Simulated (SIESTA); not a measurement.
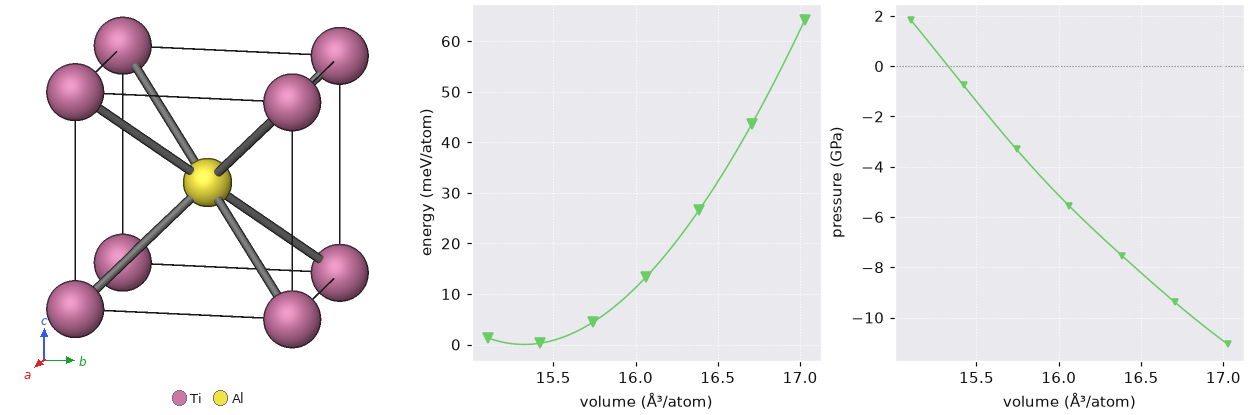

Plotted: energy and pressure against volume for TiAl, space group Pm-3m (No. 221). The conventional cell is drawn beside the plot.

Cell as given: a = 3.179 Å, b = 3.179 Å, c = 3.179 Å, α = 90.00°, β = 90.00°, γ = 90.00°; 2 atoms.

Method: DFT in numerical atomic orbitals with pseudopotentials, no spin polarisation; energies at scaled volumes of the given cell, shape and fractions fixed, counted from the fit's minimum, third-order Birch-Murnaghan fit (SIESTA 5.4.2). Level: LDA.

| setting | value |
| --- | --- |
| k mesh | 8×8×8 |
| occupations | Fermi–Dirac |
| smearing width | 0.05 eV |
| potentials | PseudoDojo 0.4 standard, converted to PSML, two zetas on semicore shells |
| program settings | basis DZP, mesh cutoff 800 Ry |

Q: What equilibrium volume and bulk modulus follow from the curve?

A: A third-order Birch–Murnaghan fit gives V0 = 15.32 Å³/atom, B0 = 129 GPa and B′ = 4.0.

Q: What does the pressure do across the range?

A: It falls from 1.84 GPa at volume 15.10 Å³/atom to −11.07 GPa at 17.03 Å³/atom, and changes sign near 15.33 Å³/atom.

Keep in mind: mulliken charges of long orbitals.
